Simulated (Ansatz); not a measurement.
# SiO$_{2}$: band-structure calculation

SiO$_{2}$ (3 atoms in the cell), computed with DFT, r2SCAN, plane waves, PAW, no spin polarisation (Ansatz 0.2.0).

The structure was built on a prototype by a generator. The geometry comes from this level: r2SCAN (a point of a series of strains). It belongs to a series of runs on one base structure; here: shear_xy strain -5.1%.

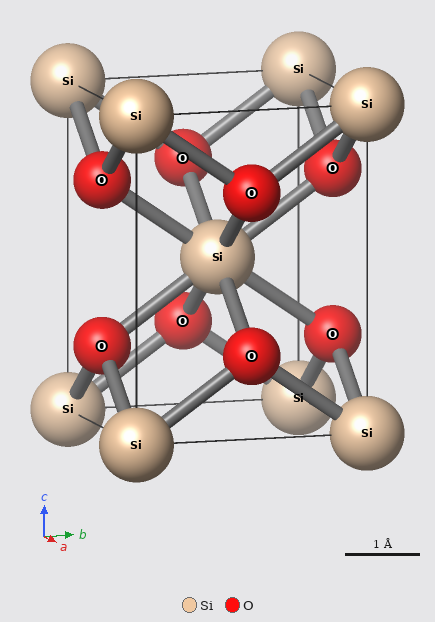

The structure (ball-and-stick view of the cell 2 times as large as that of the calculation, set on its symmetry axes, seen slightly off an axis).

### Summary

```tsv
quantity	value
outcome	converged
space group (tolerance 0.01 Å)	Immm (71)
electrons treated	16
free energy	−1776.0584 eV
Fermi energy	11.741 eV
gap on the k-point mesh	2.78 eV
pressure	0.68 GPa
largest force (length of the vector)	0.001 eV/Å
hardware	4 threads of an Arm (aarch64) CPU, shared host
wall time	1.6 s (CPU time 5.9 s)
peak memory	0.4 GiB
```

### Input file
```yaml
crystal:
  lattice:
    - [-0.0579627293, 2.2641691115, 2.2641691115]
    - [2.2641691115, -0.0579627293, 2.2641691115]
    - [2.2062063822, 2.2062063822, 0.0]
  atoms:
    - { symbol: Si, position: [0.0, 0.0, 0.0] }
    - { symbol: O, position: [0.2481656933, 0.2481656933, 0.2518343067] }
    - { symbol: O, position: [0.7518343067, 0.7518343067, 0.7481656933] }
kpoints:
  mp_grid: { grid: [10, 10, 10] }
  band_path:
    path:
      - [0.0, 0.0, 0.0]
      - [0.5, 0.0, 0.5]
      - [0.625, 0.25, 0.625]
      - [0.375, 0.375, 0.75]
      - [0.5, 0.5, 0.5]
      - [0.5, 0.25, 0.75]
    npoints: 1
hamiltonian:
  xc: r2scan
scf:
  occupations: { method: fixed }
  n_extra_bands: 4
output:
  forces: true
  stress: true
  eigenvalues: true
```

### What the program printed
```
scf.n_extra_bands = 4 over 8 filled bands (N_el = 16.0): the run solves 12 bands
Engine: ansatz 0.2.0, aarch64-unknown-linux-gnu
Pseudopotentials: kind: paw
Pseudopotential: Si, paw, valence charge 4, recommended cutoff 500 eV (meta_gga), Si.paw.azcp
Pseudopotential: O, paw, valence charge 6, recommended cutoff 500 eV (meta_gga), O.paw.azcp
Functional definition: r2SCAN
  parameter k0 = 0.174
  parameter k1 = 0.065
  parameter a1 = 4.9479
  exchange = r2scan_x(k0 = k0, k1 = k1, a1 = a1)
  correlation = r2scan_c
Crystal: 3 atoms, lattice volume = 23.199 Å³
Basis set: ecut = 500 eV, 585 PW (Γ), exchange–correlation on 96×96×96 points (64 copies of the dense FFT grid, shifted against one another)
Bands: 12, of which v1, the nominal top of the filled ones, is band 8 counted from 1 (7 counted from 0)
Symmetry: 8 space group operations
Space group: Immm (ITA 71), of the structure as read, at distance tolerance 2.9e-5 Å
k-points: 171 of 1000
Non-local potential: Si, projectors of the file, l = 0: 2, l = 1: 2, l = 2: 2
Non-local potential: O, projectors of the file, l = 0: 2, l = 1: 2, l = 2: 1
PAW form: soft (Blöchl's): semilocal exchange-correlation on the pseudo side does not see the compensation charge
PAW frozen core: Si, regenerated for the run's functional (the file was generated under x = pbe(κ = 0.804, μ = 0.2195149727645171), c = pbe(β = 0.06672455060314922))
PAW frozen core: O, regenerated for the run's functional (the file was generated under x = pbe(κ = 0.804, μ = 0.2195149727645171), c = pbe(β = 0.06672455060314922))
PAW one-centre angular grid: Si, 302 points (default); XC on 160 Gauss nodes
PAW one-centre angular grid: O, 302 points (default); XC on 160 Gauss nodes
Initial density: superposition of atomic densities (neutral atoms: chi_scale 0, normalization atom), corrected by the library's trained network
Initial wavefunctions: pseudopotential atomic-orbital guess
Functional: x = r2scan, c = r2scan; τ floored in thin density (d = 2e-4 eV/Å³)
SCF iter   1: F=—  HF=-1775.909434 eV  |F-HF|=—  |Δ(HF+E_count)|=         —  Δρ=1.82e-2  dr2=8.37e-2  dr2_τ=2.26e-1  ethr=1.77e-3  ⟨swp⟩=5.3  Hψ=11466  notcnv=0  defer=314
preconditioner: auto → none  [insulator: Δε(μ)=2.950 eV  Ē_g=18.255 eV  n_scr=8 (ndim 8)  ℏωp=30.8 eV  f_vac=0.006  ε∞_Penn≈3.9]
SCF iter   2: F=—  HF=-1776.058165 eV  |F-HF|=—  |Δ(HF+E_count)|=   1.49e-1  Δρ=7.96e-3  dr2=5.29e-3  dr2_τ=2.18e-3  ethr=5.23e-4  ⟨swp⟩=2.2  Hψ=5113  notcnv=0  defer=317
SCF iter   3: F=—  HF=-1776.058370 eV  |F-HF|=—  |Δ(HF+E_count)|=   2.05e-4  Δρ=3.05e-3  dr2=1.12e-3  dr2_τ=8.58e-5  ethr=3.31e-5  ⟨swp⟩=2.9  Hψ=3665  notcnv=0  defer=342
SCF iter   4: F=—  HF=-1776.058374 eV  |F-HF|=—  |Δ(HF+E_count)|=   4.66e-6  Δρ=5.02e-4  dr2=4.42e-5  dr2_τ=3.47e-6  ethr=7.02e-6  ⟨swp⟩=2.1  Hψ=3453  notcnv=0  defer=342
SCF iter   5: F=—  HF=-1776.058363 eV  |F-HF|=—  |Δ(HF+E_count)|=   1.13e-5  Δρ=1.15e-4  dr2=2.43e-6  dr2_τ=1.53e-7  ethr=2.76e-7  ⟨swp⟩=2.1  Hψ=3080  notcnv=0  defer=75
SCF iter   6: F=—  HF=-1776.058363 eV  |F-HF|=—  |Δ(HF+E_count)|=   4.72e-7  Δρ=3.58e-5  dr2=2.48e-7  dr2_τ=7.67e-9  ethr=1.52e-8  ⟨swp⟩=2.5  Hψ=3490  notcnv=0  defer=50
SCF iter   7: F=-1776.058363 eV  HF=-1776.058363 eV  |F-HF|=2.28e-9  |Δ(HF+E_count)|=   1.23e-8  Δρ=5.36e-6  dr2=5.80e-9  dr2_τ=1.60e-10  ethr=6.25e-10  ⟨swp⟩=6.5  Hψ=10486  notcnv=0
SCF 1 converged in 7 iterations: F = -1776.058363 eV  dr2 = 5.80e-9
  greatest PAW one-centre occupation: 0.880 electrons in one spin orbital (limit 2), on the O atom at site 2 (counted from 0), in its partial waves of l = 0
NSCF: frozen V_eff on 6 k-points
SCF converged after 7 iterations
Free energy (F): -1776.058363 eV
Harris-Foulkes:  -1776.058363 eV  (|F-HF|=2.28e-9)
Internal energy: -1776.058363 eV  (E = F + TS)
E sigma→0 (E₀):  -1776.058363 eV
Fermi energy:    11.740511 eV
--- Per-component energies (eV) ---
  E_band       = 43.594994
  E_kinetic    = 407.735782
  E_local      = -585.703095  (includes V_loc(G=0)·N_el)
  E_nonlocal   = 114.335277
  E_hartree    = 217.398086
  E_xc         = -201.077403
  E_vxc        = -266.053774  (∫ρ·V_xc dr)
  E_paw        = -840.078707  (= ΣΔE_a)
  E_vpaw       = -77.507004  (= ΣTr[D̂ρ^β])
  E_aug_tail   = 0.002102  (compensation charges beyond the density's cutoff)
  E_vtau       = 15.991511  (kinetic-family band-sum trace: ∫τ·v_τ [+ j·A + Jᵃ·Aᵃ] dr)
  E_ewald      = -888.530090
  E_core_change = -0.140315  (= ΣΔE_core)
  E_smearing   = -0.000000  (= −TS)
  E_closure    = -0.000000  (closes the sum)
  Σ components = -1776.058363   (vs F -1776.058363, Δ=0.00e0)
--- Forces (eV/Å), atoms counted from 1 ---
  atom   1  Si     0.00000000     0.00000000     0.00000000
  atom   2  O      0.00000000     0.00000000    -0.00081283
  atom   3  O      0.00000000    -0.00000000     0.00081283
  max |Σ_I F_I| component: 4.34e-19 eV/Å
--- Stress (GPa, compression-positive) ---
        0.580615      -6.257217       0.000000
       -6.257217       0.580615       0.000000
        0.000000      -0.000000       0.878454
  P = ⅓ Tr σ = 0.6799 GPa (6.799 kbar)
--- Band table (eV; the first three rows and the last of 171) ---
  k-point 0: bands = ["-12.3349", "-5.4326", "5.5859", "5.6832", "5.8369", "9.0563", "9.4030", "9.7574", "14.7225", "17.7627", "18.5501", "19.2676"]
  k-point 1: bands = ["-12.1842", "-5.6117", "5.6031", "5.6390", "5.7480", "8.6086", "9.1641", "9.5379", "15.4147", "18.0561", "18.7783", "19.3270"]
  k-point 2: bands = ["-11.7413", "-6.1320", "5.2723", "5.6749", "5.7446", "7.7147", "8.6611", "8.9619", "16.7618", "18.9044", "19.3528", "19.9636"]
  k-point 170: bands = ["-9.5633", "-7.3961", "0.1328", "3.1359", "3.5643", "10.4085", "11.0019", "11.7405", "14.5243", "20.9762", "23.8448", "25.3356"]
```

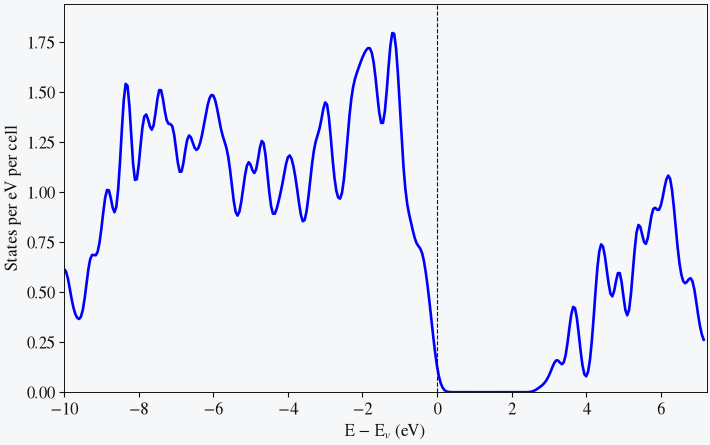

Density of states (the curve is built from the levels of the k mesh with Gaussians 0.3 eV wide, which also blur the band edges), with energies from the valence-band top. There is a gap of 2.78 eV on the k-point mesh. Small ripples come from the finite k-point mesh.
